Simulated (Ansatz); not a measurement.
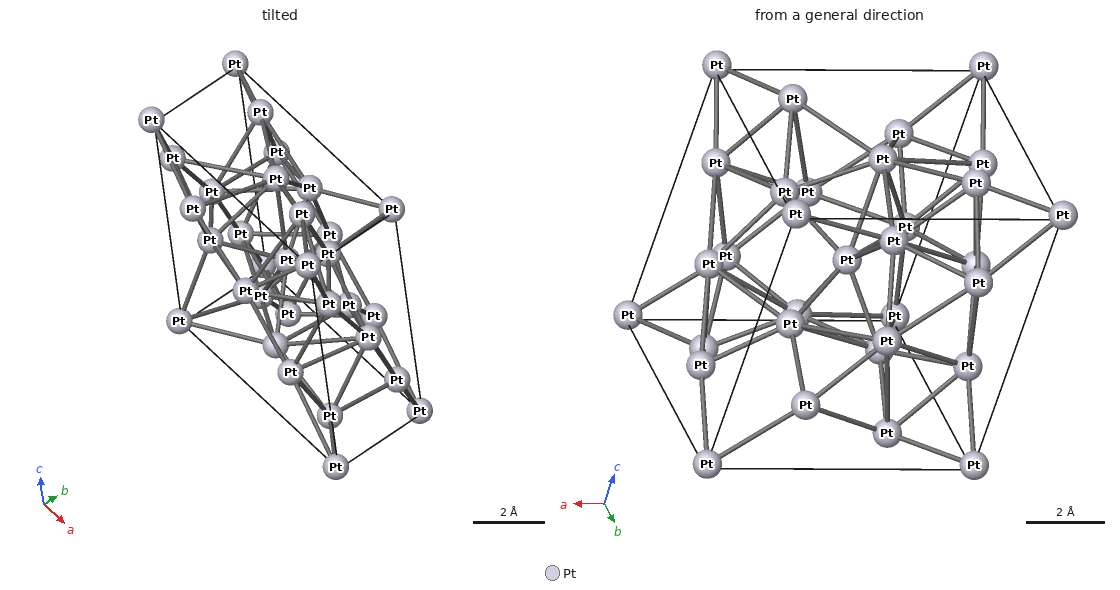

Structure drawing (ball-and-stick), viewed slightly off an axis and from a general direction. The edges of the supercell are marked. The host is Pt, in a cell of 16 sites, and the cell is neutral.

**What imperfection does the supercell contain?**

An interstitial platinum atom. It is bonded to seven Pt at about 2.4 to 2.8 Å.

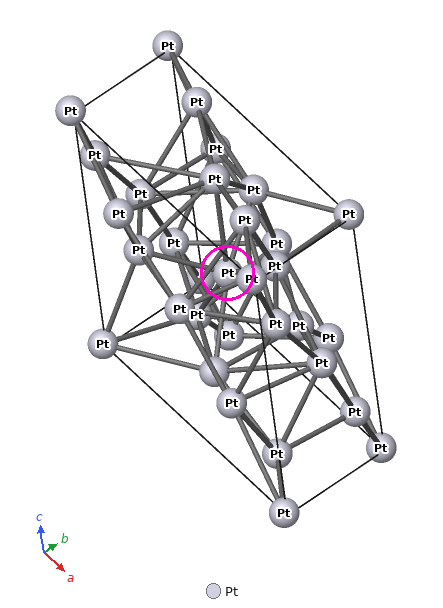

The same cell with a ring at the defect's site.

The atoms were relaxed in the host's cell with DFT PBE, scalar-relativistic, plane waves, PAW in Ansatz.
